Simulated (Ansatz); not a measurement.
# Single-point calculation of W

W (Im-3m, 3 atoms in the cell), computed with DFT, PBEsol, PAW with Ansatz's default frozen-core files, scalar-relativistic, no spin polarisation (Ansatz 0.2.0).

It belongs to a series of runs on one base structure; here: bulk in the slab's orientation, PAW files. Figures and captions count atoms from 1; the log counts them from 0 in places.

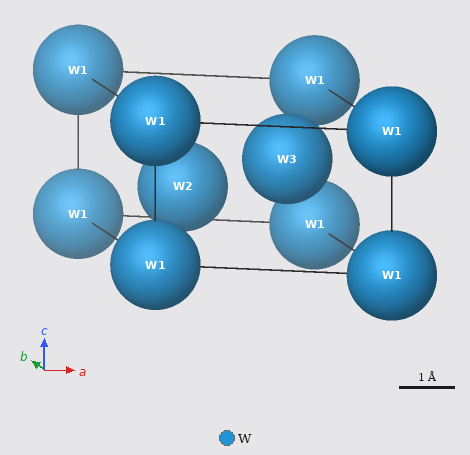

The structure (spheres-only view of the cell of the calculation, seen slightly off an axis; atoms are numbered from 1 in the order of the input). An atom can appear more than once, as a periodic image.

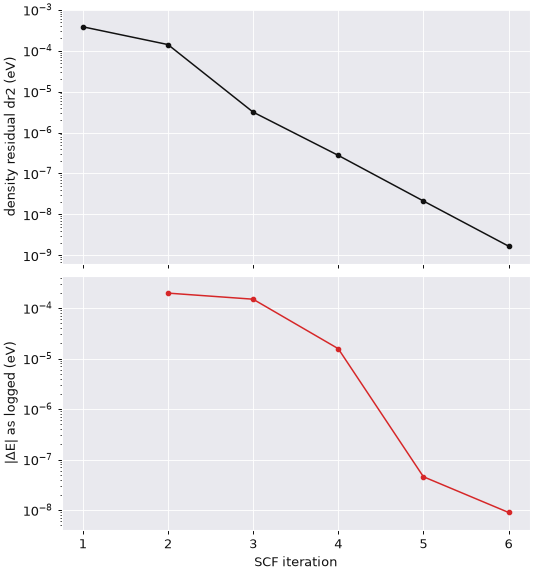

Convergence of the self-consistent field: density residual dr2 and size of the energy change against the SCF iteration. The residual falls at every step.

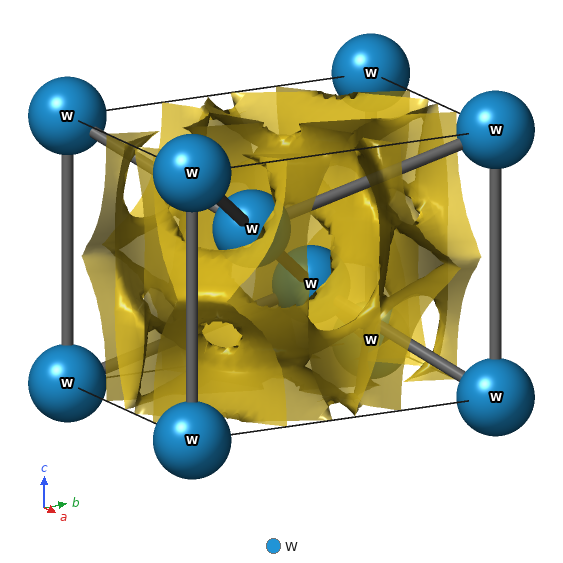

Isosurface of the ELF at 0.4 (yellow), seen slightly off an axis. Core shells and regions of very low density are left out. Sticks mark near contacts. The outline is the calculation cell. Along the contacts the grid gives the following. W–W (2.73 Å): the ELF is about 0.35 at the midpoint (metallic bonding. The fields are those of the smooth PAW valence density.

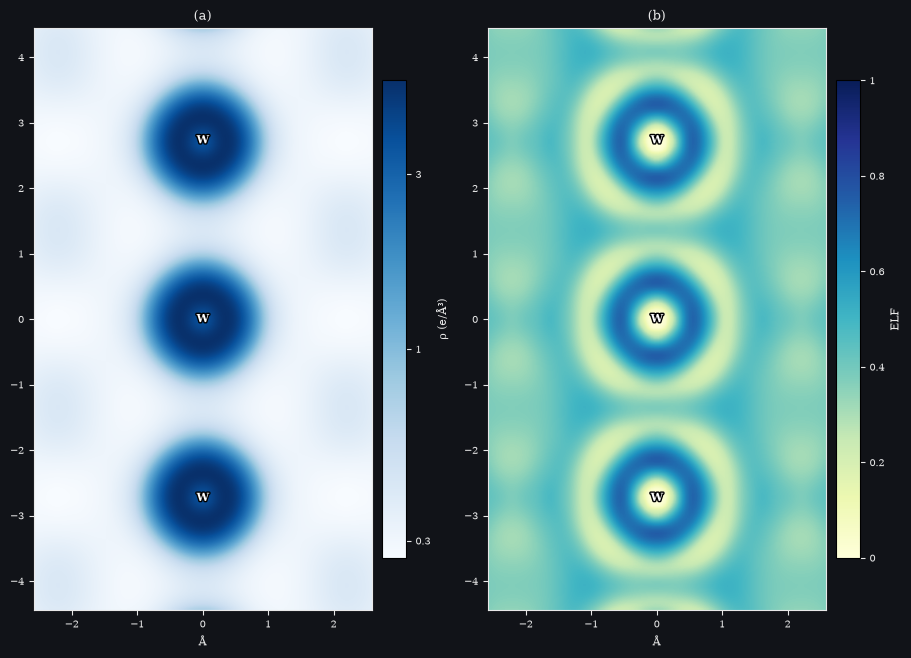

(a) valence pseudo-density; (b) ELF on the (100) plane of the calculation cell. Atoms in the plane: W. W–W (2.73 Å): ρ at the midpoint is about 0.42 e/Å³; the ELF is about 0.40 at the midpoint, as expected for nearly free electrons, as in a simple metal. Away from the nuclei the density in this plane falls to 0.27 e/Å³ at its lowest. The strong features right at W lie inside the PAW spheres (semicore, d or f shells) and say nothing about bonding.

The input that produced these results follows, with the program's output.

### Input
```yaml
crystal:
  lattice:
    - [0.0, 3.1539035038, -3.1539035038]
    - [-3.1539035038, 0.0, 3.1539035038]
    - [1.5769517519, 1.5769517519, 1.5769517519]
  atoms:
    - { symbol: W, position: [0.0, 0.0, 0.0] }
    - { symbol: W, position: [0.333333333, 0.666666667, 0.333333333] }
    - { symbol: W, position: [0.666666667, 0.333333333, 0.666666667] }
kpoints:
  mp_grid: { grid: [11, 11, 15] }
scf:
  occupations: { method: fermi_dirac, width: 0.1 }
hamiltonian:
  xc: pbesol
  pseudopotentials: { kind: paw }
output:
  forces: true
  stress: true
  eigenvalues: true
  write_density: true
  write_potential: true
  elf: true
  volumetric_format: npy
```

Command:
```bash
ansatz run input.yaml --threads 2 --pin off --max-ram 4096MiB --backend cpu --events-out ev --progress --plain --runs-dir out
```

### Output
```
Engine: ansatz 0.2.0, aarch64-unknown-linux-gnu
Pseudopotentials: kind: paw
Pseudopotential: W, paw, valence charge 14, recommended cutoff 420 eV (normal), W.paw.azcp
Functional definition: PBEsol
  exchange = pbesol_x
  correlation = pbesol_c
Crystal: 3 atoms, lattice volume = 47.058 Å³
Basis set: ecut = 420 eV, 939 PW (Γ), exchange–correlation on 60×60×40 points (8 copies of the dense FFT grid, shifted against one another)
Bands: 26, of which v1, the nominal top of the filled ones, is band 21 counted from 1 (20 counted from 0)
Symmetry: 36 space group operations
Space group: Im-3m (ITA 229), of the structure as read, at distance tolerance 3.6e-5 Å
k-points: 198 of 1815
Non-local potential: W, projectors of the file, l = 0: 3, l = 1: 2, l = 2: 2, l = 3: 1
PAW form: soft (Blöchl's): semilocal exchange-correlation on the pseudo side does not see the compensation charge
PAW frozen core: W, regenerated for the run's functional, and the local potential with it (the file was generated under x = pbe(κ = 0.804, μ = 0.2195149727645171), c = pbe(β = 0.06672455060314922))
PAW one-centre angular grid: W, 590 points (default); XC on 64 Gauss nodes
Initial density: superposition of atomic densities (neutral atoms: chi_scale 0, normalization atom), corrected by the library's trained network
Initial wavefunctions: pseudopotential atomic-orbital guess
Functional: x = pbesol(κ = 0.804, μ = 0.12345679012345678), c = pbesol(β = 0.046)
SCF iter   1: F=—  HF=-30769.718520 eV  |F-HF|=—  |Δ(HF+E_count)|=         —  Δρ=1.97e-3  dr2=3.83e-4  ethr=1.77e-3  ⟨swp⟩=5.0  Hψ=21562  notcnv=0
preconditioner: auto → none  [metal: Δε(μ)=0.025 eV  Ē_g=5.484 eV  σ=0.100 eV  W_gap=0.06  n_scr=8 (ndim 8)  ℏωp=23.0 eV  f_vac=0.000  D(μ)=1.40/eV (n_scr^D=8)  sad-step TF]
SCF iter   2: F=—  HF=-30769.718718 eV  |F-HF|=—  |Δ(HF+E_count)|=   1.98e-4  Δρ=1.14e-3  dr2=1.41e-4  ethr=9.13e-7  ⟨swp⟩=2.0  Hψ=10818  notcnv=0
SCF iter   3: F=—  HF=-30769.718868 eV  |F-HF|=—  |Δ(HF+E_count)|=   1.50e-4  Δρ=1.20e-4  dr2=3.16e-6  ethr=3.35e-7  ⟨swp⟩=2.1  Hψ=8743  notcnv=0
SCF iter   4: F=—  HF=-30769.718853 eV  |F-HF|=—  |Δ(HF+E_count)|=   1.57e-5  Δρ=5.10e-5  dr2=2.77e-7  ethr=7.53e-9  ⟨swp⟩=2.0  Hψ=8335  notcnv=0
iter 5 did not close the SCF: its close was put off for the readings that it lacked (scf_convergence_deferred on its scf_iter line)
SCF iter   5: F=-30769.718853 eV  HF=-30769.718853 eV  |F-HF|=1.37e-8  |Δ(HF+E_count)|=   4.57e-8  Δρ=1.16e-5  dr2=2.13e-8  ethr=6.60e-10  ⟨swp⟩=2.1  Hψ=8640  notcnv=0
SCF iter   6: F=-30769.718853 eV  HF=-30769.718853 eV  |F-HF|=1.07e-9  |Δ(HF+E_count)|=   8.96e-9  Δρ=3.28e-6  dr2=1.68e-9  ethr=5.07e-11  ⟨swp⟩=5.0  Hψ=28836  notcnv=0
SCF 1 converged in 6 iterations: F = -30769.718853 eV  dr2 = 1.68e-9
  greatest PAW one-centre occupation: 1.000 electrons in one spin orbital (limit 2), on the W atom at site 2 (counted from 0), in its partial waves of l = 0
SCF converged after 6 iterations
Free energy (F): -30769.718853 eV
Harris-Foulkes:  -30769.718853 eV  (|F-HF|=1.07e-9)
Internal energy: -30769.672239 eV  (E = F + TS)
E sigma→0 (E₀):  -30769.695546 eV
Entropy (-TS):   -0.046614 eV (-15.538 meV/atom)
Fermi energy:    22.719617 eV
--- Per-component energies (eV) ---
  E_band       = -239.693424
  E_kinetic    = 1352.257403
  E_local      = -1781.541907  (includes V_loc(G=0)·N_el)
  E_nonlocal   = 9.127401
  E_hartree    = 639.332146
  E_xc         = -796.312063
  E_vxc        = -716.744040  (∫ρ·V_xc dr)
  E_paw        = -25308.244557  (= ΣΔE_a)
  E_vpaw       = -381.455064  (= ΣTr[D̂ρ^β])
  E_aug_tail   = -0.000174  (compensation charges beyond the density's cutoff)
  E_ewald      = -4884.955865
  E_core_change = 0.665377  (= ΣΔE_core)
  E_smearing   = -0.046614  (= −TS)
  E_closure    = 0.000000  (closes the sum)
  Σ components = -30769.718853   (vs F -30769.718853, Δ=0.00e0)
--- Forces (eV/Å), atoms counted from 1 ---
  atom   1  W      0.00000000     0.00000000     0.00000000
  atom   2  W      0.00000000     0.00000000     0.00000000
  atom   3  W      0.00000000     0.00000000     0.00000000
  max |Σ_I F_I| component: 1.06e-27 eV/Å
--- Stress (GPa, compression-positive) ---
        0.044866       0.203952       0.203952
        0.203952       0.044866       0.203952
        0.203952       0.203952       0.044866
  P = ⅓ Tr σ = 0.0449 GPa (0.449 kbar)
--- Band table (eV; the first three rows and the last of 198) ---
  k-point 0: bands = ["-51.3488", "-51.1887", "-51.1887", "-15.8592", "-15.8592", "-15.8592", "-15.8592", "-15.0937", "-15.0937", "-14.9235", "-14.9235", "-14.9216", "13.0186", "18.3004", "18.3004", "20.0119", "20.0119", "20.0119", "20.0119", "21.4564", "21.4564", "21.4589", "24.9680", "24.9680", "25.5620", "25.5620"]
  k-point 1: bands = ["-51.3447", "-51.1945", "-51.1790", "-15.8879", "-15.8879", "-15.8129", "-15.8129", "-15.1557", "-15.1100", "-14.9679", "-14.9281", "-14.9281", "13.1647", "18.3525", "18.6592", "19.6581", "19.6581", "20.1446", "20.1446", "21.3893", "21.3893", "21.6257", "24.8973", "24.8973", "25.5046", "25.5046"]
  k-point 2: bands = ["-51.3330", "-51.1969", "-51.1657", "-15.9007", "-15.9007", "-15.7493", "-15.7493", "-15.2857", "-15.1990", "-15.0977", "-14.9423", "-14.9423", "13.5872", "18.7432", "19.1229", "19.1229", "19.4487", "20.0868", "20.0868", "21.1801", "21.1801", "22.1270", "24.7568", "24.7568", "25.6245", "25.6245"]
  k-point 197: bands = ["-51.1892", "-51.1778", "-51.1763", "-16.1905", "-16.1412", "-16.1348", "-15.5311", "-15.5045", "-15.4491", "-15.2169", "-15.2032", "-15.1005", "17.1063", "17.5171", "17.5568", "19.9881", "20.1605", "20.2181", "20.5276", "20.6946", "21.1194", "22.9474", "23.0789", "23.4586", "27.9681", "28.0343"]
```

### File rho_z.tsv
```
# z_ang	rho[e/angstrom^3]
# format = ansatz-planar-average/11
# lattice	0.000000000	3.153903504	-3.153903504
# lattice	-3.153903504	0.000000000	3.153903504
# lattice	1.576951752	1.576951752	1.576951752
# sites	3
# site	74	0.000000000	0.000000000	0.000000000
# site	74	-1.576951752	1.576951752	1.576951752
# site	74	0.000000000	3.153903504	0.000000000
0.000000	8.679451e-1
0.136568	8.786601e-1
0.273136	9.003366e-1
0.409704	9.148392e-1
0.546272	9.116853e-1
0.682840	8.930864e-1
0.819408	8.729771e-1
0.955976	8.692463e-1
1.092544	8.856158e-1
1.229112	9.067154e-1
1.365680	9.159199e-1
1.502248	9.067154e-1
1.638816	8.856158e-1
1.775384	8.692463e-1
1.911952	8.729771e-1
2.048520	8.930864e-1
2.185088	9.116853e-1
2.321656	9.148392e-1
2.458224	9.003366e-1
2.594793	8.786601e-1
```

### File v_z.tsv
```
# z_ang	v_es[eV]	v_tot[eV]
# format = ansatz-planar-average/11
# xc	pbesol
# density_cutoff_ev	1680
# datasets	W=:simpson_from_first_knot:soft:shift=-887417
# lattice	0.000000000	3.153903504	-3.153903504
# lattice	-3.153903504	0.000000000	3.153903504
# lattice	1.576951752	1.576951752	1.576951752
# sites	3
# site	74	0.000000000	0.000000000	0.000000000
# site	74	-1.576951752	1.576951752	1.576951752
# site	74	0.000000000	3.153903504	0.000000000
0.000000	1.041474e1	-3.464381e0
0.136568	1.024168e1	-3.674940e0
0.273136	9.912016e0	-4.076843e0
0.409704	9.705526e0	-4.327752e0
0.546272	9.749595e0	-4.274352e0
0.682840	1.001930e1	-3.946064e0
0.819408	1.033263e1	-3.564213e0
0.955976	1.039337e1	-3.490354e0
1.092544	1.013294e1	-3.807469e0
1.229112	9.819945e0	-4.188914e0
1.365680	9.690520e0	-4.345911e0
1.502248	9.819945e0	-4.188914e0
1.638816	1.013294e1	-3.807469e0
1.775384	1.039337e1	-3.490354e0
1.911952	1.033263e1	-3.564213e0
2.048520	1.001930e1	-3.946064e0
2.185088	9.749595e0	-4.274352e0
2.321656	9.705526e0	-4.327752e0
2.458224	9.912016e0	-4.076843e0
2.594793	1.024168e1	-3.674940e0
```

### Results in brief

| quantity | value |
| --- | --- |
| outcome | converged |
| space group (tolerance 0.01 Å) | Im-3m (229) |
| electrons treated | 42 |
| free energy | −30769.7189 eV |
| Fermi energy | 22.720 eV |
| pressure | 0.04 GPa |
| largest force (length of the vector) | under 0.001 eV/Å |
| hardware | 2 threads of Arm Neoverse V2, 128 GiB of memory available, shared host |
| wall time | 8 s (CPU time 15 s) |
| peak memory | 0.45 GiB |

### Notes

Spin–orbit coupling is left out, which matters for W.
